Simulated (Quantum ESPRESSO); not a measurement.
**Geometry relaxation, with input and output: PbO (part 4 of 4)**

The same run, continued: PbO (4 atoms in the cell); Kohn-Sham DFT of a periodic cell, PBEsol, GBRV 1.5 PBEsol, no spin polarisation (Quantum ESPRESSO 7.5); cutoff 612.26 eV, 5×5×4 k-mesh, fermi-dirac of 0.05 eV. The structure derives from an entry of the Crystallography Open Database.

Log, continued:
```
     energy             old  =    -392.2615218724 Ry
     energy             new  =    -392.2615477654 Ry

     CASE: energy            _new < energy            _old

     small trust_radius: resetting bfgs history

     new trust radius        =       0.0000033828 bohr
     new conv_thr            =            8.0E-12 Ry

ATOMIC_POSITIONS (crystal)
Pb               0.5000000000        0.0000000000        0.7539576578
Pb               0.0000000000        0.5000000000        0.2460423422
O                0.5000000000        0.5000000000       -0.0000000000
O                0.0000000000        0.0000000000        0.0000000000

     NEW-OLD atomic charge density approx. for the potential

     Check: negative core charge=   -0.000002

     negative rho (up, down):  3.172E-02 0.000E+00

     Self-consistent Calculation

     iteration #  1     ecut=    45.00 Ry     beta= 0.50
     Davidson diagonalization with overlap
     ethr =  1.00E-06,  avg # of iterations =  1.0

     Threshold (ethr) on eigenvalues was too large:
     Diagonalizing with lowered threshold

     Davidson diagonalization with overlap
     ethr =  1.00E-13,  avg # of iterations =  4.8

     negative rho (up, down):  3.172E-02 0.000E+00

     total energy              =    -392.26154777 Ry
     estimated scf accuracy    <          1.3E-11 Ry

     iteration #  2     ecut=    45.00 Ry     beta= 0.50
     Davidson diagonalization with overlap
     ethr =  1.00E-13,  avg # of iterations =  2.0

     negative rho (up, down):  3.172E-02 0.000E+00

     total energy              =    -392.26154777 Ry
     estimated scf accuracy    <          1.3E-11 Ry

     iteration #  3     ecut=    45.00 Ry     beta= 0.50
     Davidson diagonalization with overlap
     ethr =  1.00E-13,  avg # of iterations =  1.1

     negative rho (up, down):  3.172E-02 0.000E+00

     End of self-consistent calculation

          k = 0.0000 0.0000 0.0000 (  2533 PWs)   bands (ev):

    -9.0341  -8.2162  -6.2876  -6.2876  -6.2432  -6.2034  -6.0944  -6.0122
    -5.9973  -5.9973  -5.9864  -4.5522   2.1304   2.6783   5.2571   5.2571
     7.8893   8.1733   8.1733  10.0176  12.5815  15.4845  15.4845  15.5786
    16.5397  16.5397  17.2005  17.7610

          k = 0.0000 0.0000 0.2112 (  2504 PWs)   bands (ev):

    -9.0169  -8.2052  -6.2683  -6.2556  -6.2556  -6.1730  -6.0793  -6.0355
    -6.0355  -6.0286  -6.0017  -4.5396   0.9826   4.3407   5.3474   5.3474
     7.8762   8.1572   8.1572   9.3812  12.2631  14.3279  14.3279  15.2067
    17.4489  17.9924  17.9924  18.0581

          k = 0.0000 0.0000-0.4225 (  2548 PWs)   bands (ev):

    -8.9996  -8.1939  -6.2933  -6.2051  -6.2051  -6.1292  -6.0923  -6.0923
    -6.0579  -6.0502  -6.0311  -4.5274   0.4753   5.4426   5.4426   5.6996
     7.8632   8.1375   8.1375   8.3257  12.2507  13.7254  13.7254  14.4386
    18.4106  18.6896  18.9296  18.9451

          k = 0.0000 0.2210 0.0000 (  2535 PWs)   bands (ev):

    -8.9247  -8.2708  -6.2728  -6.2611  -6.2104  -6.1613  -6.1056  -6.0168
    -6.0165  -6.0098  -5.8942  -4.6489   2.0500   2.7941   5.3453   5.5210
     7.2055   7.8058   7.8721   9.8086  13.4562  13.6383  15.6154  15.7334
    16.2109  16.7748  17.6395  18.9338

          k = 0.0000 0.2210 0.2112 (  2532 PWs)   bands (ev):

    -8.9159  -8.2655  -6.2498  -6.2495  -6.2196  -6.1379  -6.1088  -6.0526
    -6.0318  -5.9858  -5.9102  -4.6380   1.1870   3.8558   5.4053   5.5942
     7.2681   7.8573   7.8839   9.4302  12.7675  13.1710  14.7272  16.3941
    16.6608  17.9511  18.1262  18.9319

          k = 0.0000 0.2210-0.4225 (  2528 PWs)   bands (ev):

    -8.9070  -8.2601  -6.2472  -6.2252  -6.2048  -6.1544  -6.0893  -6.0750
    -6.0131  -6.0081  -5.9253  -4.6275   0.7416   4.6865   5.2062   5.6711
     7.4207   7.8398   8.4275   8.5749  12.1261  13.0281  14.1857  16.3231
    17.7351  18.6519  18.6587  18.9545

          k = 0.0000 0.4421 0.0000 (  2552 PWs)   bands (ev):

    -8.6802  -8.4366  -6.2261  -6.1961  -6.1846  -6.1345  -6.0665  -6.0558
    -6.0515  -6.0126  -5.5511  -5.0203   2.1545   2.6484   5.8139   6.2202
     6.5214   7.1131   7.4053   8.4919  13.0906  13.4645  16.3466  16.3945
    16.9698  17.0317  18.3689  18.9331

          k = 0.0000 0.4421 0.2112 (  2531 PWs)   bands (ev):

    -8.6852  -8.4419  -6.2293  -6.2090  -6.1831  -6.1803  -6.0468  -6.0300
    -6.0069  -5.9974  -5.5469  -5.0102   1.7997   2.8403   5.5599   6.2545
     6.4503   7.1126   7.8728   8.6762  12.6940  13.4318  15.8335  16.5335
    17.2325  17.3714  18.8431  18.9332

          k = 0.0000 0.4421-0.4225 (  2540 PWs)   bands (ev):

    -8.6901  -8.4472  -6.2452  -6.2214  -6.1903  -6.1846  -6.0149  -6.0129
    -5.9873  -5.9822  -5.5414  -5.0003   1.5466   2.9436   5.3569   6.2901
     6.3619   7.1113   8.5569   8.6234  12.3024  13.3831  15.4830  17.2420
    17.2823  17.6622  18.7321  18.9253

          k = 0.2210 0.2210 0.0000 (  2525 PWs)   bands (ev):

    -8.8358  -8.3156  -6.2720  -6.2094  -6.1800  -6.1285  -6.1227  -6.0257
    -6.0124  -5.9880  -5.8257  -4.7117   1.8761   2.7716   5.1563   6.1867
     6.7254   7.0592   8.4608   9.5796  13.2618  13.5593  14.5242  15.2275
    16.7515  17.0929  18.9313  18.9338

          k = 0.2210 0.2210 0.2112 (  2529 PWs)   bands (ev):

    -8.8322  -8.3122  -6.2451  -6.2263  -6.1860  -6.1280  -6.0888  -6.0458
    -6.0296  -6.0097  -5.7935  -4.6947   1.2941   3.4026   4.9620   6.2752
     6.9455   7.2937   8.4605   9.1808  12.8691  13.3377  13.6865  16.5056
    17.1236  17.5451  18.9266  18.9299

          k = 0.2210 0.2210-0.4225 (  2518 PWs)   bands (ev):

    -8.8287  -8.3088  -6.2400  -6.2191  -6.1698  -6.1103  -6.0919  -6.0800
    -6.0551  -6.0110  -5.7623  -4.6781   0.9327   3.9623   4.6333   6.4079
     6.7887   8.2681   8.4457   8.4607  12.0937  13.3999  13.5979  17.2174
    17.2513  17.4627  18.9250  18.9330

          k = 0.2210 0.4421 0.0000 (  2521 PWs)   bands (ev):

    -8.6418  -8.4496  -6.2078  -6.1670  -6.1568  -6.1466  -6.0606  -6.0242
    -6.0143  -5.9964  -5.4927  -5.0072   1.8177   2.3252   5.5382   6.3219
     6.7924   7.0301   8.2587   8.5240  12.4976  12.8313  15.0661  15.8094
    17.2700  17.5973  18.6802  18.9357

          k = 0.2210 0.4421 0.2112 (  2532 PWs)   bands (ev):

    -8.6456  -8.4518  -6.2078  -6.2016  -6.1440  -6.1366  -6.0611  -6.0536
    -5.9997  -5.9912  -5.4463  -4.9745   1.6405   2.4537   5.0473   5.9946
     7.2014   7.5134   8.2480   8.4858  12.5541  12.9672  14.6043  15.8551
    17.1388  17.9797  18.9251  18.9367

          k = 0.2210 0.4421-0.4225 (  2536 PWs)   bands (ev):

    -8.6493  -8.4539  -6.2325  -6.1969  -6.1488  -6.1416  -6.0451  -6.0294
    -6.0146  -6.0066  -5.4003  -4.9428   1.4906   2.5620   4.7392   5.7704
     7.2961   8.0509   8.2588   8.3756  12.5580  13.6100  14.0098  15.6007
    16.8636  17.8167  18.9347  18.9364

          k = 0.4421 0.4421 0.0000 (  2515 PWs)   bands (ev):

    -8.5672  -8.4970  -6.1917  -6.1910  -6.1073  -6.0712  -5.9992  -5.9889
    -5.9797  -5.9734  -5.2941  -5.0673   1.3687   1.6132   5.7120   6.0743
     7.3176   8.2049   8.2116   8.7457  11.1721  11.4105  14.7977  15.2062
    17.6743  18.1314  18.5234  18.8866

          k = 0.4421 0.4421 0.2112 (  2526 PWs)   bands (ev):

    -8.5676  -8.4958  -6.1839  -6.1703  -6.1080  -6.0720  -6.0545  -6.0273
    -6.0039  -5.9903  -5.2040  -4.9945   1.3612   1.6701   5.2484   5.8051
     7.5362   7.9310   8.2999   8.7436  11.8968  11.8971  14.8121  15.5754
    16.4926  17.2488  18.9277  18.9356

          k = 0.4421 0.4421-0.4225 (  2530 PWs)   bands (ev):

    -8.5681  -8.4945  -6.1924  -6.1441  -6.1126  -6.0741  -6.0706  -6.0693
    -6.0199  -6.0171  -5.1244  -4.9281   1.3539   1.7289   4.9149   5.5780
     7.4590   7.7955   8.3559   8.7418  13.0487  13.3102  13.6160  15.0289
    15.8214  16.9496  18.9345  18.9372

     the Fermi energy is    10.5614 ev

!    total energy              =    -392.26154777 Ry
     estimated scf accuracy    <          2.4E-13 Ry
     smearing contrib. (-TS)   =      -0.00000004 Ry
     internal energy E=F+TS    =    -392.26154773 Ry

     The total energy is F=E-TS. E is the sum of the following terms:
     one-electron contribution =     -97.31489224 Ry
     hartree contribution      =      79.69038604 Ry
     xc contribution           =    -140.70652537 Ry
     ewald contribution        =    -233.93051615 Ry

     convergence has been achieved in   3 iterations

     negative rho (up, down):  3.172E-02 0.000E+00

     Forces acting on atoms (cartesian axes, Ry/au):

     atom    1 type  1   force =     0.00000000    0.00000000   -0.00000300
     atom    2 type  1   force =     0.00000000    0.00000000    0.00000300
     atom    3 type  2   force =     0.00000000    0.00000000    0.00000000
     atom    4 type  2   force =     0.00000000    0.00000000    0.00000000

     Total force =     0.000004     Total SCF correction =     0.000001
     SCF correction compared to forces is large: reduce conv_thr to get better values

     Computing stress (Cartesian axis) and pressure

     negative rho (up, down):  3.172E-02 0.000E+00
          total   stress  (Ry/bohr**3)                   (kbar)     P=       50.12
   0.00045120   0.00000000   0.00000000           66.37        0.00        0.00
   0.00000000   0.00045120   0.00000000            0.00       66.37        0.00
   0.00000000   0.00000000   0.00011973            0.00        0.00       17.61

     Energy error            =      4.3E-11 Ry
     Gradient error          =      3.0E-06 Ry/Bohr

     bfgs converged in   5 scf cycles and   4 bfgs steps
     (criteria: energy <  1.0E-05 Ry, force <  4.0E-04 Ry/Bohr)

     End of BFGS Geometry Optimization

     Final energy             =    -392.2615477655 Ry

     File ./tmp/pwscf.bfgs deleted, as requested
Begin final coordinates

ATOMIC_POSITIONS (crystal)
Pb               0.5000000000        0.0000000000        0.7539576578
Pb               0.0000000000        0.5000000000        0.2460423422
O                0.5000000000        0.5000000000       -0.0000000000
O                0.0000000000        0.0000000000        0.0000000000
End final coordinates

=------------------------------------------------------------------------------=
   JOB DONE.
=------------------------------------------------------------------------------=
```

Trajectory as extended XYZ (Å, eV, eV/Å), 5 frames, from step=0 to step=4:
```
4
Lattice="3.8304 0.0000 0.0000 0.0000 3.8304 0.0000 0.0000 0.0000 5.0100" Properties=species:S:1:pos:R:3:forces:R:3 step=0 energy=-5336.97205
Pb    1.9152    0.0000    3.8076    0.0000   0.0000  -0.6025
Pb    0.0000    1.9152    1.2024    0.0000   0.0000   0.6025
O     1.9152    1.9152    0.0000    0.0000   0.0000   0.0000
O     0.0000    0.0000    0.0000    0.0000   0.0000   0.0000
4
Lattice="3.8304 0.0000 0.0000 0.0000 3.8304 0.0000 0.0000 0.0000 5.0100" Properties=species:S:1:pos:R:3:forces:R:3 step=1 energy=-5336.98393
Pb    1.9152    0.0000    3.7952    0.0000   0.0000  -0.3521
Pb    0.0000    1.9152    1.2148    0.0000   0.0000   0.3521
O     1.9152    1.9152    0.0000    0.0000   0.0000   0.0000
O     0.0000    0.0000    0.0000    0.0000   0.0000   0.0000
4
Lattice="3.8304 0.0000 0.0000 0.0000 3.8304 0.0000 0.0000 0.0000 5.0100" Properties=species:S:1:pos:R:3:forces:R:3 step=2 energy=-5336.98989
Pb    1.9152    0.0000    3.7816    0.0000   0.0000  -0.0834
Pb    0.0000    1.9152    1.2284    0.0000   0.0000   0.0834
O     1.9152    1.9152    0.0000    0.0000   0.0000   0.0000
O     0.0000    0.0000    0.0000    0.0000   0.0000   0.0000
4
Lattice="3.8304 0.0000 0.0000 0.0000 3.8304 0.0000 0.0000 0.0000 5.0100" Properties=species:S:1:pos:R:3:forces:R:3 step=3 energy=-5336.99024
Pb    1.9152    0.0000    3.7773    0.0000   0.0000   0.0001
Pb    0.0000    1.9152    1.2327    0.0000   0.0000  -0.0001
O     1.9152    1.9152    0.0000    0.0000   0.0000   0.0000
O     0.0000    0.0000    0.0000    0.0000   0.0000   0.0000
4
Lattice="3.8304 0.0000 0.0000 0.0000 3.8304 0.0000 0.0000 0.0000 5.0100" Properties=species:S:1:pos:R:3:forces:R:3 step=4 energy=-5336.99024
Pb    1.9152    0.0000    3.7773    0.0000   0.0000  -0.0001
Pb    0.0000    1.9152    1.2327    0.0000   0.0000   0.0001
O     1.9152    1.9152    0.0000    0.0000   0.0000   0.0000
O     0.0000    0.0000    0.0000    0.0000   0.0000   0.0000
```

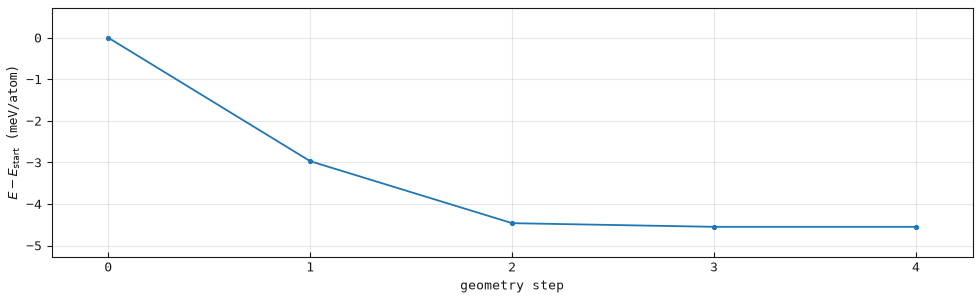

Fig. 1: Progress of the relaxation, step by step (steps are counted from 0).

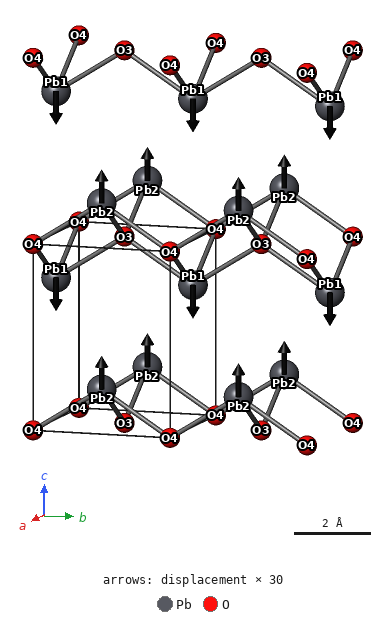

Fig. 2: The starting structure with the displacements as black arrows, magnified 30 times (ball-and-stick view of the cell of the calculation, repeated 1 × 2 × 2, seen slightly off an axis). The largest moves, 0.030 Å, are those of Pb1 and Pb2. O stays in place. The cell stays as it was. Among the contacts that change: Pb1–O3 2.261 → 2.278 Å. The space group stays P4/nmm (No. 129). After 4 geometry steps the energy has fallen by 4.5 meV per atom. Largest force component: 0.6 eV/Å at the start, under 0.0001 eV/Å at the end. (Atoms are counted from 1 in the order of the input.)

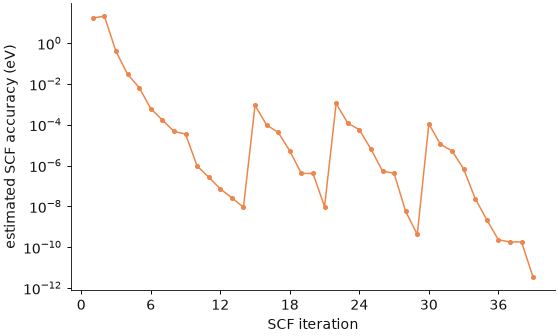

Fig. 3: Convergence of the self-consistent field: estimated SCF accuracy against the iteration. The field takes 39 iterations in all.

The run was set up as follows.

The input:
```
&CONTROL
  calculation = 'relax'
  prefix = 'pwscf'
  outdir = './tmp'
  pseudo_dir = './pseudo'
  tprnfor = .true.
  tstress = .true.
  disk_io = 'low'
  nstep = 40
  forc_conv_thr = 0.0004
  etot_conv_thr = 1d-05
/
&SYSTEM
  ibrav = 0
  celldm(1) = 8
  nat = 4
  ntyp = 2
  ecutwfc = 45
  ecutrho = 360
  nbnd = 28
  occupations = 'smearing'
  smearing = 'fd'
  degauss = 0.00367493
/
&ELECTRONS
  conv_thr = 8d-10
  electron_maxstep = 120
  mixing_beta = 0.5
/
&IONS
  ion_dynamics = 'bfgs'
/
ATOMIC_SPECIES
Pb   207.2000 pb_pbesol_v1.uspp.F.UPF
O     15.9990 o_pbesol_v1.2.uspp.F.UPF
CELL_PARAMETERS alat
  0.9048008684708   0.0000000000000   0.0000000000000
  0.0000000000000   0.9048008684708   0.0000000000000
  0.0000000000000   0.0000000000000   1.1834409855469
ATOMIC_POSITIONS crystal
Pb     0.5000000000    0.0000000000    0.7600000000
Pb     0.0000000000    0.5000000000    0.2400000000
O      0.5000000000    0.5000000000    0.0000000000
O      0.0000000000    0.0000000000    0.0000000000
K_POINTS automatic
5 5 4 0 0 0
```

Launch command:
```bash
OMP_NUM_THREADS=1 mpirun -n 2 pw.x -nk 2 -in pw.in > pw.out
```

Summary:

```tsv
quantity	value
outcome	converged
space group (tolerance 0.01 Å)	P4/nmm (129)
electrons treated	40
free energy	−5336.9902 eV
Fermi energy	10.561 eV
gap on the k-point mesh	1.15 eV
pressure	5.01 GPa
final volume	73.51 Å³
largest force (length of the vector) at the end	under 0.001 eV/Å
final cell	a = 3.830 Å, b = 3.830 Å, c = 5.010 Å, α = 90.00°, β = 90.00°, γ = 90.00°
hardware	2 threads of Arm Neoverse V2, 24 GiB of memory available, shared host
wall time	55 s (CPU time 1.8 min)
peak memory	0.32 GiB
```

Notes on the run: SCF correction compared to forces is large; negative rho. Spin–orbit coupling is left out, which matters for Pb.
